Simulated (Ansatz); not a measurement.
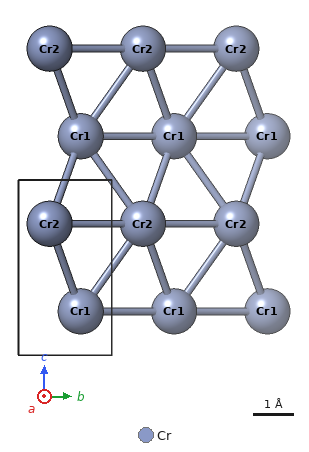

Starting structure of a crystal of Cr (set up in P6_3/mmc) (coarse preliminary run). Style: ball-and-stick. Shown: the cell of the calculation, repeated 1 × 3 × 2 with one cell outlined, along the a axis.

These are results of Ansatz 0.2.0, DFT r2SCAN, scalar-relativistic, plane waves, PAW, not measurements.

Input file:
```yaml
crystal:
  lattice:
    - [2.714, 0.0, 0.0]
    - [-1.357, 2.3503929459, 0.0]
    - [0.0, 0.0, 4.41]
  atoms:
    - { symbol: Cr, position: [0.3333333333, 0.6666666667, 0.25], spin: 2.15 }
    - { symbol: Cr, position: [0.6666666667, 0.3333333333, 0.75], spin: 2.15 }
basis:
  ecutwfc: 500
kpoints:
  mp_grid: { grid: [12, 12, 4] }
hamiltonian:
  xc: r2scan
scf:
  occupations: { method: gaussian, width: 0.1 }
output:
  forces: true
  stress: true
  eigenvalues: true
  populations: true
magnetization:
  spin_polarized: true
relax:
  adjacent_minimum: "off"
  f_tol: 0.05
  max_steps: 80
  cell: { stress_tol: 0.5 }
```

Launched with:
```bash
ansatz run input.yaml --threads 1 --pin off --max-ram 2560MiB --backend cpu --events-out ev --progress --plain --runs-dir out
```

Q: What does the optimiser find from here?

A: The energy falls by 0.373 eV per cell of the calculation in 7 accepted moves (9 points after the start). All forces vanish by symmetry, so only the cell relaxes. The pressure goes from −16.15 to −0.07 GPa. The line search rejected the trial step at point 6 of the run. The SCF was repeated once at an unchanged geometry on a basis and grid sized afresh for the cell, which shifted the energy by 1.1 meV per cell of the calculation at most. No atom moves by more than 0.005 Å relative to the cell. The drawn cell changes as follows: a = b 2.714 → 2.457 Å (−9.5 %), c 4.410 → 4.470 Å (+1.4 %); the volume changes by −16.9 %. Near-neighbour distances that change, for instance: Cr1–Cr1 2.714 → 2.457 Å, Cr1–Cr2 2.705 → 2.647 Å. The space group stays P6_3/mmc (No. 194). The program noted that the starting moments weren't kept.

The end point in the same view:

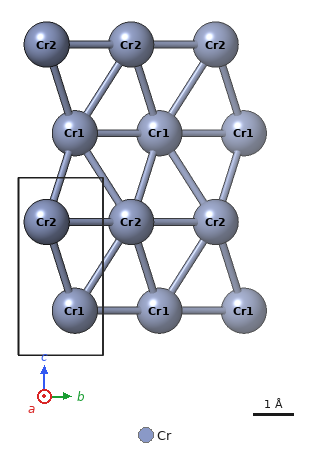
